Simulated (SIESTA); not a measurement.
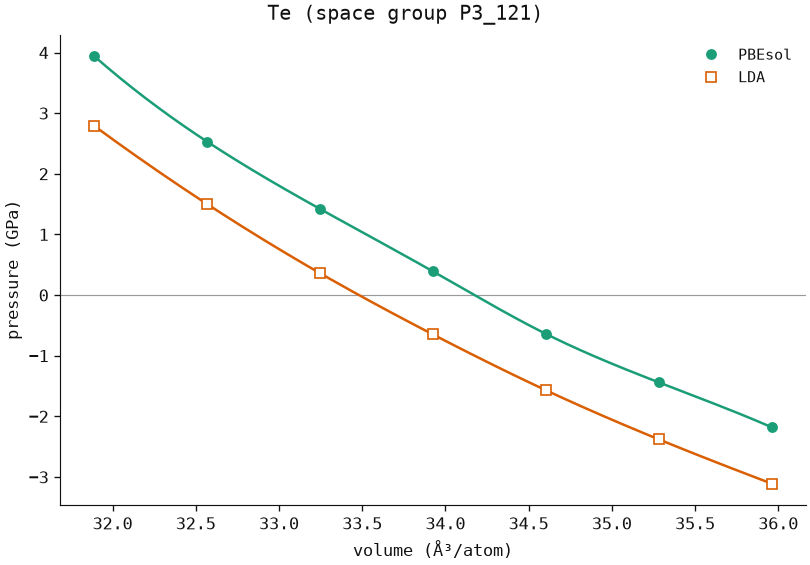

The picture above shows the pressure against volume, with one curve for each functional, for Te (space group P3_121).

Method: DFT in numerical atomic orbitals with pseudopotentials, no spin polarisation; energies at scaled volumes of the given cell, shape and fractions fixed, counted from the fit's minimum, third-order Birch-Murnaghan fit (SIESTA 5.4.2). All runs: no spin polarisation.

- k mesh: 7×7×5
- occupations: Fermi–Dirac
- smearing width: 0.05 eV
- potentials: PseudoDojo 0.4 standard, converted to PSML, two zetas on semicore shells

Order the curves by fitted equilibrium volume, smallest first.

LDA 33.478, PBEsol 34.152 Å³/atom.

Order the curves by fitted bulk modulus, smallest first.

PBEsol 48.3, LDA 51.2 GPa.

For PBEsol: read off the course of the pressure.

It falls from 3.94 GPa at volume 31.89 Å³/atom to −2.18 GPa at 35.96 Å³/atom, and changes sign near 34.18 Å³/atom.

Caveats: mulliken charges of long orbitals; shape and atomic fractions are frozen while scaling, which makes layered, chain and framework solids too stiff.
